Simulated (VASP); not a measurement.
# Hf7S: geometry relaxation (part 1 of 3)

Hf7S (Fm-3m, 8 atoms in the cell), computed with Kohn-Sham DFT of a periodic cell, PBE, VASP PAW PBE potentials, recommended, no spin polarisation (VASP 6.6.1).

The structure was made by swapping elements on the sites of another compound; it need not be a known phase. It belongs to a series of runs on one base structure; here: species swapped into the SbPt7 type (Fm-3m, No. 225).

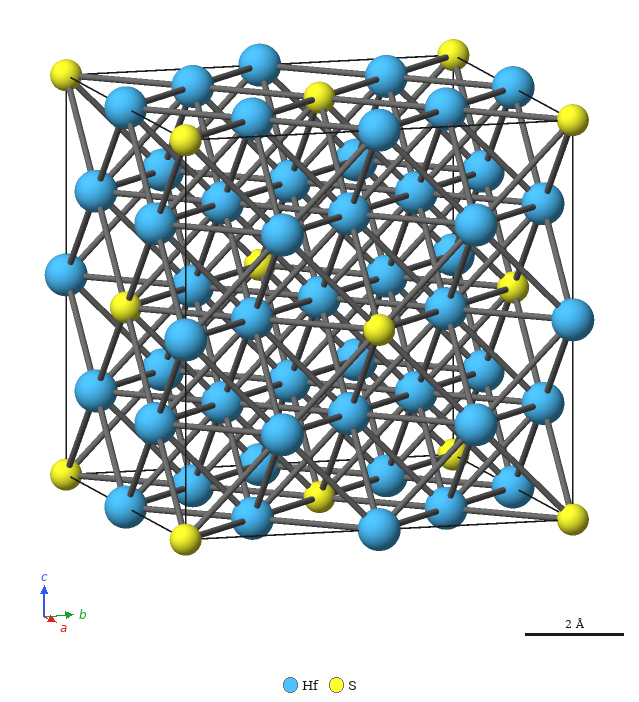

**Figure 1.** The input geometry (ball-and-stick view of the cell 4 times as large as that of the calculation, set on its symmetry axes, seen slightly off an axis). Near neighbours in the crystal (not all of them lie inside the picture): Hf has 12 Hf at 2.94 Å; Hf has 10 Hf at 2.94 Å and 2 S at 2.94 Å; S has 12 Hf at 2.94 Å.

INCAR
```
ALGO = Fast
EDIFF = 1E-6
EDIFFG = -0.04
ENCUT = 600
GGA = PE
IBRION = 2
ISIF = 3
ISMEAR = 0
LASPH = T
LCHARG = F
LREAL = F
LWAVE = F
NELM = 60
NSW = 90
PREC = Accurate
SIGMA = 0.1
```

KPOINTS
```
k-points
0
Gamma
  4 4 4
```

POSCAR
```
Hf7S
1.0
    0.0000000000      4.1586647600      4.1586647600
    4.1586647600      0.0000000000      4.1586647600
    4.1586647600      4.1586647600      0.0000000000
Hf S
7 1
Direct
    0.5000000000      0.5000000000      0.5000000000
    0.0000000000      0.5000000000      0.0000000000
    0.5000000000      0.0000000000      0.0000000000
    0.0000000000      0.5000000000      0.5000000000
    0.5000000000      0.0000000000      0.5000000000
    0.0000000000      0.0000000000      0.5000000000
    0.5000000000      0.5000000000      0.0000000000
    0.0000000000      0.0000000000      0.0000000000
```

Hardware: 1 thread of Intel Xeon @ 2.90GHz (Ice Lake), 64 GiB of memory available, shared host.

Launch command:
```bash
cat potpaw_PBE.64/Hf_pv/POTCAR potpaw_PBE.64/S/POTCAR > POTCAR
mpirun -np 1 vasp_std > vasp.out
```

OSZICAR
```
N       E                     dE             d eps       ncg     rms          rms(c)
DAV:   1     0.392538467024E+03    0.39254E+03   -0.45751E+04   720   0.183E+03
DAV:   2    -0.427251980376E+02   -0.43526E+03   -0.42396E+03   800   0.441E+02
DAV:   3    -0.732489242941E+02   -0.30524E+02   -0.28748E+02   931   0.633E+01
DAV:   4    -0.745577044433E+02   -0.13088E+01   -0.12483E+01   904   0.112E+01
DAV:   5    -0.745941138997E+02   -0.36409E-01   -0.36200E-01   883   0.168E+00    0.134E+02
RMM:   6    -0.727257780791E+02    0.18683E+01   -0.38689E+00   769   0.594E+00    0.786E+01
RMM:   7    -0.723544418004E+02    0.37134E+00   -0.32823E+00   753   0.721E+00    0.124E+01
RMM:   8    -0.721953122046E+02    0.15913E+00   -0.67129E-01   794   0.330E+00    0.284E+00
RMM:   9    -0.721797704062E+02    0.15542E-01   -0.17031E-01   782   0.137E+00    0.129E+00
RMM:  10    -0.721814839819E+02   -0.17136E-02   -0.33352E-02   891   0.484E-01    0.662E-01
RMM:  11    -0.721814140353E+02    0.69947E-04   -0.12573E-02   844   0.283E-01    0.360E-01
RMM:  12    -0.721812229895E+02    0.19105E-03   -0.29473E-03   885   0.136E-01    0.161E-01
RMM:  13    -0.721812809870E+02   -0.57997E-04   -0.78995E-04   882   0.574E-02    0.119E-01
RMM:  14    -0.721812760528E+02    0.49342E-05   -0.48010E-04   877   0.440E-02    0.492E-02
RMM:  15    -0.721812801841E+02   -0.41313E-05   -0.13666E-04   699   0.225E-02    0.239E-02
RMM:  16    -0.721812878019E+02   -0.76179E-05   -0.75464E-05   740   0.141E-02    0.393E-02
RMM:  17    -0.721812844626E+02    0.33393E-05   -0.24590E-05   643   0.977E-03    0.150E-02
RMM:  18    -0.721812850639E+02   -0.60128E-06   -0.12064E-05   642   0.661E-03    0.500E-03
RMM:  19    -0.721812851121E+02   -0.48205E-07   -0.23865E-06   434   0.320E-03
   1 F= -.72181285E+02 E0= -.72168473E+02  d E =-.721813E+02
       N       E                     dE             d eps       ncg     rms          rms(c)
DAV:   1    -0.103666646230E+03   -0.31485E+02   -0.85197E+02   720   0.149E+02    0.964E+01
RMM:   2    -0.787952962350E+02    0.24871E+02   -0.58440E+01   815   0.370E+01    0.393E+01
RMM:   3    -0.717567453382E+02    0.70386E+01   -0.59269E+01   857   0.262E+01    0.107E+01
RMM:   4    -0.720720851360E+02   -0.31534E+00   -0.76872E+00   892   0.946E+00    0.206E+01
RMM:   5    -0.722116916947E+02   -0.13961E+00   -0.13619E+00   955   0.415E+00    0.270E+01
RMM:   6    -0.723399514818E+02   -0.12826E+00   -0.10919E+00   925   0.324E+00    0.204E+01
RMM:   7    -0.722455645795E+02    0.94387E-01   -0.17743E-01   794   0.155E+00    0.177E+01
RMM:   8    -0.722778540166E+02   -0.32289E-01   -0.12271E-01   908   0.108E+00    0.150E+01
RMM:   9    -0.722680356215E+02    0.98184E-02   -0.25783E-02   823   0.539E-01    0.136E+01
RMM:  10    -0.722630702395E+02    0.49654E-02   -0.14450E-02   903   0.262E-01    0.124E+01
RMM:  11    -0.722391022196E+02    0.23968E-01   -0.16585E-02  1005   0.509E-01    0.925E+00
RMM:  12    -0.722256741317E+02    0.13428E-01   -0.11304E-02   888   0.391E-01    0.679E+00
RMM:  13    -0.722232888594E+02    0.23853E-02   -0.48135E-03   926   0.225E-01    0.618E+00
RMM:  14    -0.722152896887E+02    0.79992E-02   -0.13543E-02  1107   0.421E-01    0.279E+00
RMM:  15    -0.722141382675E+02    0.11514E-02   -0.52959E-03   939   0.214E-01    0.126E+00
RMM:  16    -0.722140168249E+02    0.12144E-03   -0.75948E-04   866   0.110E-01    0.974E-01
RMM:  17    -0.722139875974E+02    0.29228E-04   -0.16974E-04   907   0.473E-02    0.861E-01
RMM:  18    -0.722138774420E+02    0.11016E-03   -0.24794E-04   797   0.605E-02    0.304E-01
RMM:  19    -0.722138497944E+02    0.27648E-04   -0.15093E-04   762   0.517E-02    0.744E-02
RMM:  20    -0.722138525386E+02   -0.27442E-05   -0.53635E-05   910   0.239E-02    0.370E-02
RMM:  21    -0.722138536477E+02   -0.11091E-05   -0.12221E-05   663   0.101E-02    0.110E-02
RMM:  22    -0.722138540948E+02   -0.44715E-06   -0.53737E-06   461   0.527E-03
   2 F= -.72213854E+02 E0= -.72182514E+02  d E =-.325690E-01
       N       E                     dE             d eps       ncg     rms          rms(c)
DAV:   1    -0.826671988807E+02   -0.10453E+02   -0.23212E+02   720   0.778E+01    0.392E+01
RMM:   2    -0.757805272785E+02    0.68867E+01   -0.12221E+01   769   0.169E+01    0.131E+01
RMM:   3    -0.736077922381E+02    0.21727E+01   -0.74467E+00   745   0.123E+01    0.419E+00
RMM:   4    -0.736291745338E+02   -0.21382E-01   -0.15598E+00   891   0.589E+00    0.437E+00
RMM:   5    -0.736485315137E+02   -0.19357E-01   -0.20200E-01   868   0.196E+00    0.286E+00
RMM:   6    -0.736459405864E+02    0.25909E-02   -0.61034E-02   786   0.119E+00    0.765E-01
RMM:   7    -0.736476774521E+02   -0.17369E-02   -0.17057E-02   924   0.442E-01    0.730E-01
RMM:   8    -0.736479667227E+02   -0.28927E-03   -0.25795E-03   927   0.198E-01    0.349E-01
RMM:   9    -0.736480131459E+02   -0.46423E-04   -0.89096E-04   873   0.769E-02    0.561E-02
RMM:  10    -0.736480385611E+02   -0.25415E-04   -0.31039E-04   910   0.388E-02    0.373E-02
RMM:  11    -0.736480474230E+02   -0.88619E-05   -0.11627E-04   779   0.265E-02    0.501E-02
RMM:  12    -0.736480510658E+02   -0.36428E-05   -0.60630E-05   628   0.110E-02    0.523E-03
RMM:  13    -0.736480533952E+02   -0.23294E-05   -0.25986E-05   496   0.508E-03    0.952E-03
RMM:  14    -0.736480543096E+02   -0.91442E-06   -0.10219E-05   340   0.283E-03    0.576E-03
RMM:  15    -0.736480546280E+02   -0.31834E-06   -0.42045E-06   276   0.208E-03
   3 F= -.73648055E+02 E0= -.73632452E+02  d E =-.146677E+01
       N       E                     dE             d eps       ncg     rms          rms(c)
DAV:   1    -0.736542577840E+02   -0.62035E-02   -0.13304E-01   816   0.188E+00    0.111E+00
RMM:   2    -0.736504470663E+02    0.38107E-02   -0.81178E-03   791   0.441E-01    0.365E-01
RMM:   3    -0.736491955316E+02    0.12515E-02   -0.47687E-03   771   0.296E-01    0.840E-02
RMM:   4    -0.736492342668E+02   -0.38735E-04   -0.10940E-03   912   0.142E-01    0.159E-01
RMM:   5    -0.736492542399E+02   -0.19973E-04   -0.11721E-04   859   0.467E-02    0.994E-02
RMM:   6    -0.736492544670E+02   -0.22711E-06   -0.48834E-05   769   0.325E-02    0.297E-02
RMM:   7    -0.736492561951E+02   -0.17280E-05   -0.14673E-05   707   0.131E-02    0.268E-02
RMM:   8    -0.736492565171E+02   -0.32202E-06   -0.21037E-06   446   0.507E-03
   4 F= -.73649257E+02 E0= -.73634095E+02  d E =-.146797E+01
```

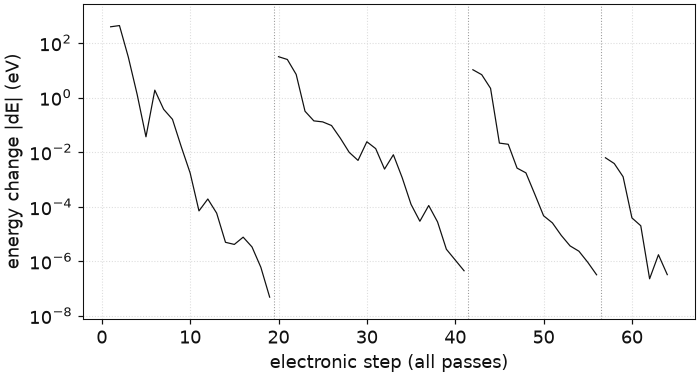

**Figure 2.** Convergence of the self-consistent field: energy change |dE| against the electronic step. Each stretch between dotted lines is the SCF of one geometry step of a relaxation. The 4 ionic steps take 8 to 22 electronic steps each. The density is held fixed in the first few steps, and dE rises again when its update begins.

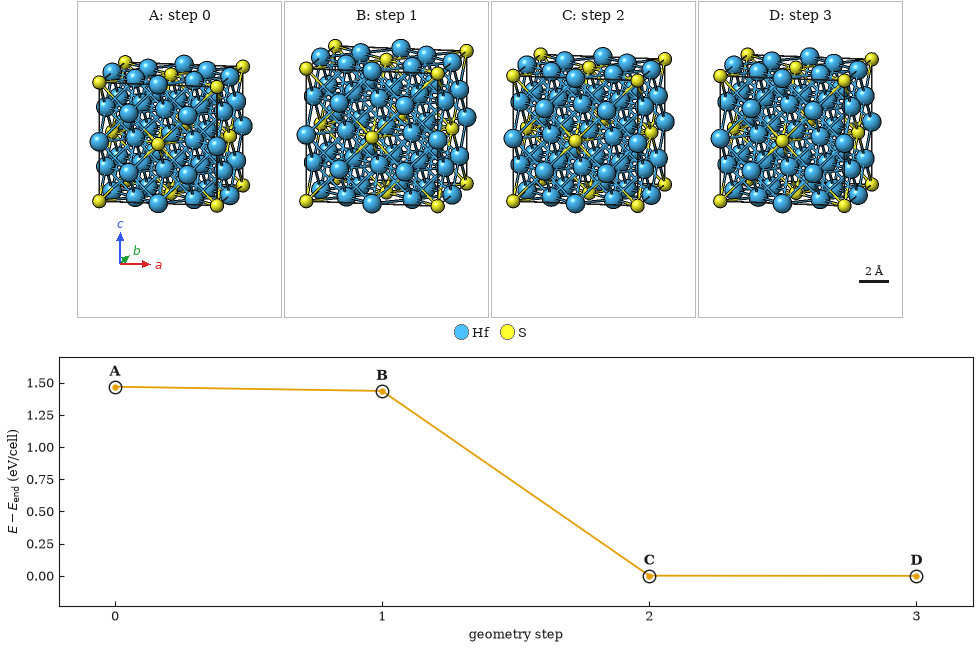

**Figure 3.** Frames of the relaxation (ball-and-stick view of the cell 4 times as large as that of the calculation, set on its symmetry axes, seen at an oblique angle) above the curves, on which the letters mark them (steps are counted from 0).

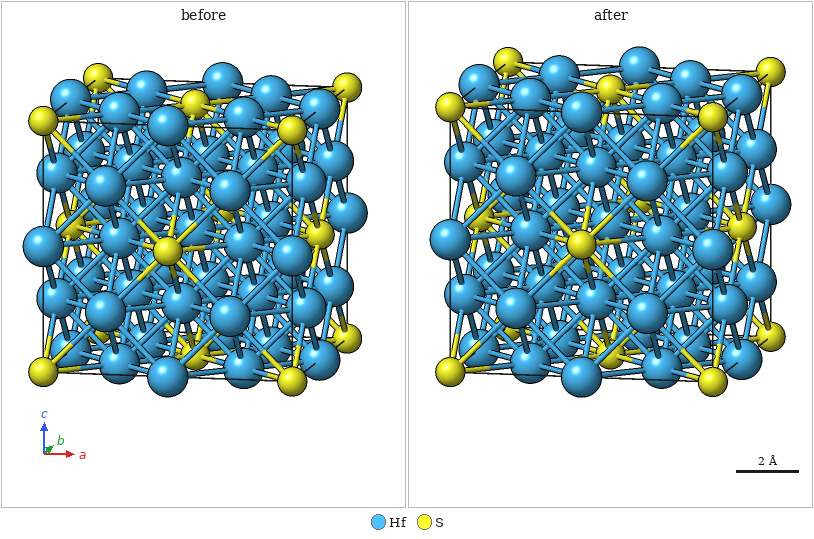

**Figure 4.** Before (left) and after (right) the relaxation, at one scale (ball-and-stick view of the cell 4 times as large as that of the calculation, set on its symmetry axes, seen at an oblique angle). After 3 geometry steps the energy has fallen by 1.468 eV per cell of the calculation. All forces vanish by symmetry, so only the cell relaxes. The atoms keep their places relative to the cell (all moves are under 0.005 Å). Cell: a = b = c 8.317 → 8.771 Å (+5.4 %). Volume +17.3 %. Among the contacts that change: Hf1–Hf2 2.941 → 3.101 Å, Hf2–S8 2.941 → 3.101 Å. The space group stays Fm-3m (No. 225). (Atoms are counted from 1 in the order of the input.)

Parts of OUTCAR
```
EDIFF = 1E-6
   EDIFFG = -0.04
   ENCUT = 600
   GGA = PE
   IBRION = 2
   ISIF = 3
   ISMEAR = 0
   LASPH = T
   LREAL = F
   NELM = 60
   NSW = 90
   PREC = Accurate

 ion  position               nearest neighbor table
   1  0.500  0.500  0.500-   4 2.94   5 2.94   7 2.94   2 2.94   3 2.94   7 2.94   3 2.94   5 2.94
                             6 2.94   2 2.94   4 2.94   6 2.94
   2  0.000  0.500  0.000-   4 2.94   7 2.94   8 2.94   1 2.94   4 2.94   6 2.94   3 2.94   6 2.94
                             8 2.94   1 2.94   3 2.94   7 2.94
   3  0.500  0.000  0.000-   5 2.94   7 2.94   8 2.94   1 2.94   5 2.94   6 2.94   1 2.94   2 2.94
                             7 2.94   2 2.94   6 2.94   8 2.94
   4  0.000  0.500  0.500-   1 2.94   2 2.94   6 2.94   2 2.94   7 2.94   8 2.94   5 2.94   6 2.94
                             8 2.94   1 2.94   5 2.94   7 2.94
   5  0.500  0.000  0.500-   1 2.94   3 2.94   6 2.94   3 2.94   7 2.94   8 2.94   1 2.94   4 2.94
                             7 2.94   4 2.94   6 2.94   8 2.94
   6  0.000  0.000  0.500-   4 2.94   5 2.94   8 2.94   2 2.94   3 2.94   8 2.94   1 2.94   2 2.94
                             4 2.94   1 2.94   3 2.94   5 2.94
   7  0.500  0.500  0.000-   1 2.94   2 2.94   3 2.94   1 2.94   4 2.94   5 2.94   3 2.94   5 2.94
                             8 2.94   2 2.94   4 2.94   8 2.94
   8  0.000  0.000  0.000-   2 2.94   3 2.94   6 2.94   4 2.94   5 2.94   6 2.94   2 2.94   4 2.94
                             7 2.94   3 2.94   5 2.94   7 2.94

  LATTYP: Found a face centered cubic cell.
 ALAT       =     8.3173295200

  Lattice vectors:

 A1 = (   0.0000000000,   4.1586647600,   4.1586647600)
 A2 = (   4.1586647600,   0.0000000000,   4.1586647600)
 A3 = (   4.1586647600,   4.1586647600,   0.0000000000)

Analysis of symmetry for initial positions (statically):
=====================================================================
 Subroutine PRICEL returns:
 Original cell was already a primitive cell.

 Routine SETGRP: Setting up the symmetry group for a
 face centered cubic supercell.

 Subroutine GETGRP returns: Found 48 space group operations
 (whereof 48 operations were pure point group operations)
 out of a pool of 48 trial point group operations.

The static configuration has the point symmetry O_h .

Analysis of symmetry for dynamics (positions and initial velocities):
=====================================================================
 Subroutine PRICEL returns:
 Original cell was already a primitive cell.

 Routine SETGRP: Setting up the symmetry group for a
 face centered cubic supercell.

 Subroutine GETGRP returns: Found 48 space group operations
 (whereof 48 operations were pure point group operations)
 out of a pool of 48 trial point group operations.

The dynamic configuration has the point symmetry O_h .

 Subroutine INISYM returns: Found 48 space group operations
 (whereof 48 operations are pure point group operations),
 and found     1 'primitive' translations

----------------------------------------------------------------------------------------

                                     Primitive cell

  volume of cell :     143.8440

  direct lattice vectors                    reciprocal lattice vectors
     0.000000000  4.158664760  4.158664760    -0.120230898  0.120230898  0.120230898
     4.158664760  0.000000000  4.158664760     0.120230898 -0.120230898  0.120230898
     4.158664760  4.158664760  0.000000000     0.120230898  0.120230898 -0.120230898

  length of vectors
     5.881240105  5.881240105  5.881240105     0.208246025  0.208246025  0.208246025

  position of ions in fractional coordinates (direct lattice)
     0.500000000  0.500000000  0.500000000
     0.000000000  0.500000000  0.000000000
     0.500000000  0.000000000  0.000000000
     0.000000000  0.500000000  0.500000000
     0.500000000  0.000000000  0.500000000
     0.000000000  0.000000000  0.500000000
     0.500000000  0.500000000  0.000000000
     0.000000000  0.000000000  0.000000000

  ion indices of the primitive-cell ions
   primitive index   ion index
                 1           1
                 2           2
                 3           3
                 4           4
                 5           5
                 6           6
                 7           7
                 8           8

----------------------------------------------------------------------------------------

 KPOINTS: k-points

Automatic generation of k-mesh.
 Grid dimensions read from file:
 generate k-points for:    4    4    4

 Generating k-lattice:

  Cartesian coordinates                     Fractional coordinates (reciprocal lattice)
    -0.030057725  0.030057725  0.030057725     0.250000000  0.000000000  0.000000000
     0.030057725 -0.030057725  0.030057725     0.000000000  0.250000000  0.000000000
     0.030057725  0.030057725 -0.030057725     0.000000000  0.000000000  0.250000000
```
